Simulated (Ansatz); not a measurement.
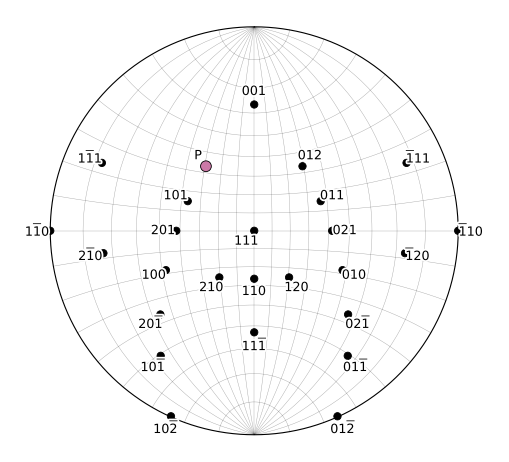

Crystal: ScAlN2, the end point of a relaxation with DFT, PBE, plane waves, PAW in Ansatz; the starting structure was generated, so it need not be a known form of this composition. Stereographic projection of plane normals (upper hemisphere) centred on (1 1 1). All values are computed from the atomic coordinates in the standard setting (tolerance 0.002 Å).

a = 3.060 Å, b = 3.060 Å, c = 4.346 Å, α = 90.00°, β = 90.00°, γ = 90.00°.

Index the pole marked P.

P is (1 0 2), 43.1° from the centre.

What is the angle between the normals of (2 0 1) and (1 0 −2), and what are their d_hkl = 1/|g|?

74.0°; d = 1.443 Å and 1.772 Å.
